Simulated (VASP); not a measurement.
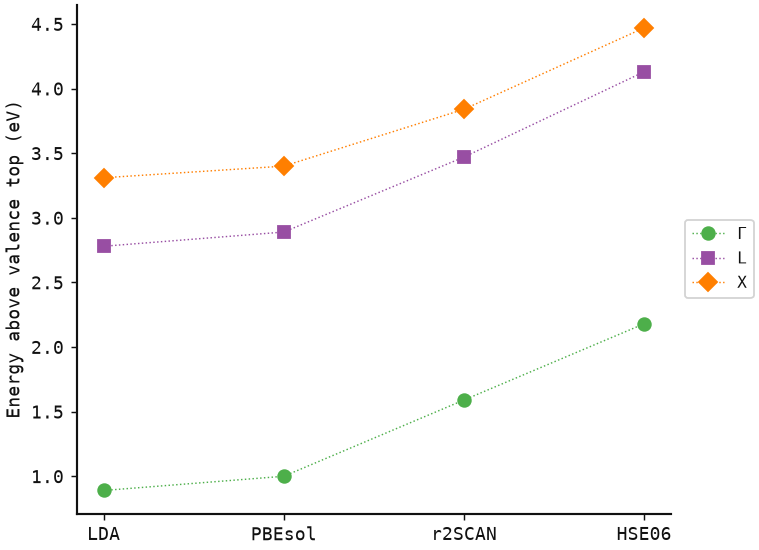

Lowest conduction level at each named k point, counted from the valence-band top at Γ, by several methods on one cell of zincblende CdS, space group F-43m, 2 atoms in the primitive cell; cubic a = 5.835 Å. All runs are without spin-orbit coupling and carry no moments.

Question: Does HSE06 shift these levels rigidly from LDA?

Answer: The shifts are +1.29 eV at Γ, +1.35 eV at L and +1.16 eV at X: a spread of 0.19 eV on a mean of 1.27 eV, so one shift describes them well.

Question: How do the methods rank at Γ?

Answer: From low to high: LDA 0.89, PBEsol 1.00, r2SCAN 1.59, HSE06 2.18 eV.

Question: Do the methods agree on which of these conduction levels is lowest?

Answer: Yes: all put it at Γ.

| method | program | Γ (eV) | L (eV) | X (eV) |
| --- | --- | --- | --- | --- |
| LDA | VASP | 0.89 | 2.78 | 3.31 |
| PBEsol | VASP | 1.00 | 2.89 | 3.40 |
| r2SCAN | VASP | 1.59 | 3.47 | 3.84 |
| HSE06 | VASP | 2.18 | 4.13 | 4.47 |

Settings. LDA: VASP PAW LDA potentials, release 64 (Cd, S), 8×8×8 k mesh, 520 eV cutoff, Gaussian smearing of 0.03 eV (VASP 6.6.1). PBEsol: VASP PAW PBE potentials, release 64 (Cd, S), 8×8×8 k mesh, 600 eV cutoff, Gaussian smearing of 0.03 eV (VASP 6.6.1). r2SCAN: VASP PAW PBE potentials, release 64 (Cd, S), 8×8×8 k mesh, 520 eV cutoff, Gaussian smearing of 0.03 eV (VASP 6.6.1). HSE06: VASP PAW PBE potentials, release 64 (Cd, S), 6×6×6 k mesh, 520 eV cutoff, Gaussian smearing of 0.03 eV (VASP).

These are four of the 5 methods that were run on this cell. The usual form of CdS is wurtzite, though both occur. The cell was relaxed beforehand with PBEsol. LDA, GGA and most meta-GGA functionals understate gaps. PBEsol, r2SCAN and HSE06: the PAW data sets were made with another functional. HSE06: the k mesh is thin for exact exchange.
